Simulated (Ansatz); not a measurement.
# A series of single points on Mo

System: Mo (P6/mmm, 1 atom in the cell).
Method: DFT r2SCAN, scalar-relativistic, plane waves, PAW, no spin polarisation (Ansatz 0.2.0).

The 5 runs differ only in the geometry, by a strain of the cell at fixed fractional positions. Against run 3, the strain is εxx = η and εyy = η. The structure derives from a Materials Project entry.

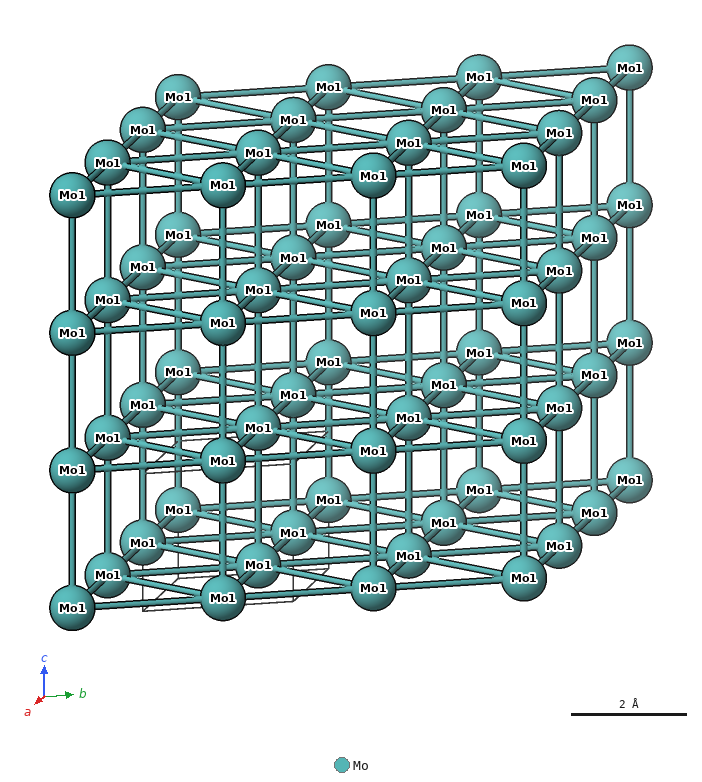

Figure 1. The structure of run 3 (ball-and-stick view of the cell of the calculation, repeated 3 × 3 × 4, seen slightly off an axis; atoms are numbered from 1 in the order of the input). An atom can appear more than once, as a periodic image.

**Input of run 3**
```yaml
crystal:
  lattice:
    - [2.7488179334, 0.0, 0.0]
    - [-1.3744089667, 2.3805461607, 0.0]
    - [0.0, 0.0, 2.4578835207]
  atoms:
    - { symbol: Mo, position: [0.0, 0.0, 0.5] }
basis:
  ecutwfc: 500
kpoints:
  mp_grid: { grid: [24, 24, 24] }
hamiltonian:
  xc: r2scan
scf:
  occupations: { method: gaussian, width: 0.15 }
output:
  forces: true
  stress: true
  eigenvalues: true
```

Command:
```bash
ansatz run input.yaml --threads 2 --pin off --max-ram 5120MiB --backend cpu --events-out ev --progress --plain --runs-dir out
```

Lattice vectors (Å) and fractional positions of run 3:
```
   2.748818    0.000000    0.000000
  -1.374409    2.380546    0.000000
   0.000000    0.000000    2.457884
Mo  0.000000  0.000000  0.500000
```

Run 4 differs from it as follows:
```diff
-    - [2.7488179334, 0.0, 0.0]
-    - [-1.3744089667, 2.3805461607, 0.0]
+    - [2.7900502024, 0.0, 0.0]
+    - [-1.3950251012, 2.4162543531, 0.0]
```

**Results, with one run withheld**

```csv
run,strain parameter η (%),"free energy per atom, from the lowest run given (meV)",pressure (GPa)
1,−3.0000,83.36,23.55
2,−1.5000,26.58,14.56
3,0.0000,0.00,6.80
4,1.5000,?,?
5,3.0000,20.43,−5.64
```

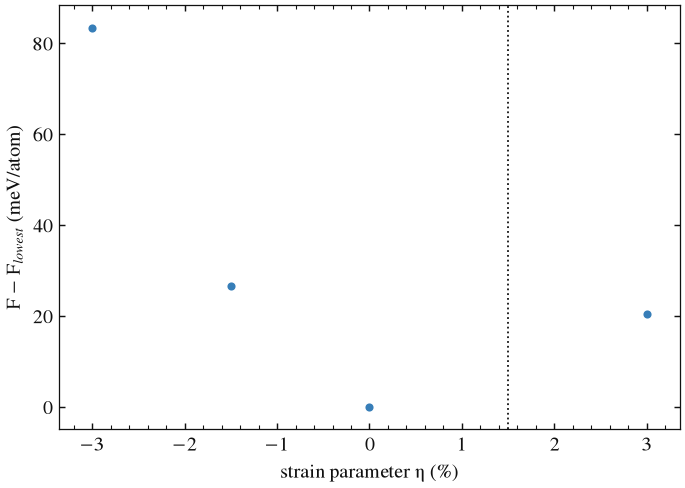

Figure 2. Free energy per atom of the runs given; the dotted line marks run 4.

Fit the runs given and predict run 4.

A quadratic polynomial in the coordinate, fitted to the 4 runs given, misses them by at most 1.24 meV per atom. With x = η + 0.3750, it reads F = 3.7896 − 14.774 x + 5.852 x² (meV per atom). At run 4 it gives −3.34 meV per atom, and the run itself gives −0.68. The fit has its minimum at η = 0.8873 %. The fit misses that run by 2.66 meV per atom.

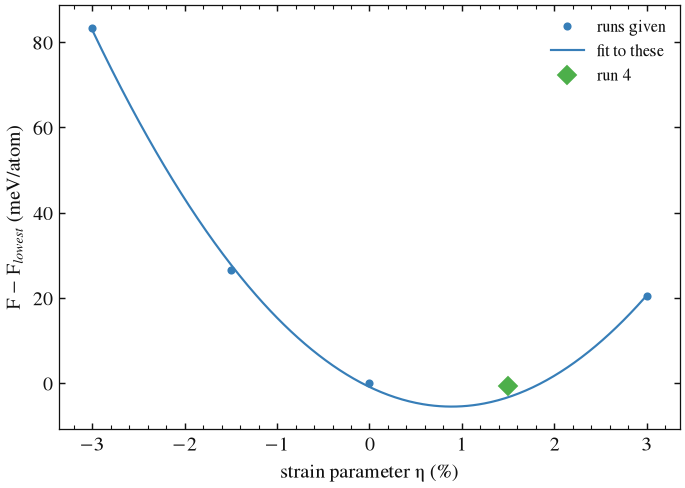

Figure 3. The fit and the withheld run.

**Output, shortened to warnings, some set-up lines, iterations and results (run 4)**
```
Basis set: ecut = 500 eV, 405 PW (Γ), exchange–correlation on 96×96×72 points (64 copies of the dense FFT grid, shifted against one another)
Symmetry: 24 space group operations
k-points: 793 of 13824
Initial density: superposition of atomic densities (neutral atoms: chi_scale 0, normalization atom), corrected by the library's trained network
[...]
SCF iter   1: F=—  HF=-4966.657759 eV  |F-HF|=—  |Δ(HF+E_count)|=         —  Δρ=1.28e-2  dr2=1.89e-2  dr2_τ=1.33e-2  ethr=1.77e-3  ⟨swp⟩=5.0  Hψ=53368  notcnv=0
SCF iter   2: F=—  HF=-4966.654629 eV  |F-HF|=—  |Δ(HF+E_count)|=   3.13e-3  Δρ=6.32e-3  dr2=4.60e-3  dr2_τ=1.74e-4  ethr=1.35e-4  ⟨swp⟩=1.0  Hψ=15182  notcnv=0
SCF iter   3: F=—  HF=-4966.653690 eV  |F-HF|=—  |Δ(HF+E_count)|=   9.39e-4  Δρ=5.11e-4  dr2=2.16e-5  dr2_τ=2.37e-6  ethr=3.28e-5  ⟨swp⟩=2.9  Hψ=14046  notcnv=0
SCF iter   4: F=—  HF=-4966.653715 eV  |F-HF|=—  |Δ(HF+E_count)|=   2.55e-5  Δρ=1.42e-4  dr2=3.06e-6  dr2_τ=8.07e-7  ethr=1.55e-7  ⟨swp⟩=2.1  Hψ=14038  notcnv=0
SCF iter   5: F=—  HF=-4966.653714 eV  |F-HF|=—  |Δ(HF+E_count)|=   9.37e-7  Δρ=3.38e-5  dr2=1.50e-7  dr2_τ=1.28e-8  ethr=2.19e-8  ⟨swp⟩=2.2  Hψ=13152  notcnv=0
SCF iter   6: F=-4966.653714 eV  HF=-4966.653714 eV  |F-HF|=1.65e-8  |Δ(HF+E_count)|=   1.74e-9  Δρ=1.56e-5  dr2=1.40e-8  dr2_τ=2.05e-9  ethr=7.14e-10  ⟨swp⟩=5.0  Hψ=39606  …
SCF 1 converged in 6 iterations: F = -4966.653714 eV  dr2 = 1.40e-8
SCF converged after 6 iterations
Free energy (F): -4966.653714 eV
Harris-Foulkes:  -4966.653714 eV  (|F-HF|=1.65e-8)
Internal energy: -4966.642963 eV  (E = F + TS)
E sigma→0 (E₀):  -4966.648339 eV
Entropy (-TS):   -0.010751 eV (-10.751 meV/atom)
Fermi energy:    19.473840 eV
--- Per-component energies (eV) ---
  E_band       = -84.974612
  E_kinetic    = 441.131138
  E_local      = -861.607424  (includes V_loc(G=0)·N_el)
  E_nonlocal   = 144.405279
  E_hartree    = 287.690933
  E_xc         = -178.028686
  E_vxc        = -255.780050  (∫ρ·V_xc dr)
  E_paw        = -3217.961302  (= ΣΔE_a)
  E_vpaw       = -145.600915  (= ΣTr[D̂ρ^β])
  E_aug_tail   = 0.000003  (compensation charges beyond the density's cutoff)
  E_vtau       = 17.096712  (kinetic-family band-sum trace: ∫τ·v_τ [+ j·A + Jᵃ·Aᵃ] dr)
  E_ewald      = -1582.051700
  E_core_change = -0.221204  (= ΣΔE_core)
  E_smearing   = -0.010751  (= −TS)
  E_closure    = -0.000000  (closes the sum)
  Σ components = -4966.653714   (vs F -4966.653714, Δ=0.00e0)
--- Forces (eV/Å), atoms counted from 1 ---
  atom   1  Mo     0.00000000     0.00000000     0.00000000
  max |Σ_I F_I| component: 1.64e-32 eV/Å
--- Stress (GPa, compression-positive) ---
       -3.559018      -0.000000       0.000000
       -0.000000      -3.559018       0.000000
        0.000000       0.000000       7.436912
  P = ⅓ Tr σ = 0.1063 GPa (1.063 kbar)
```
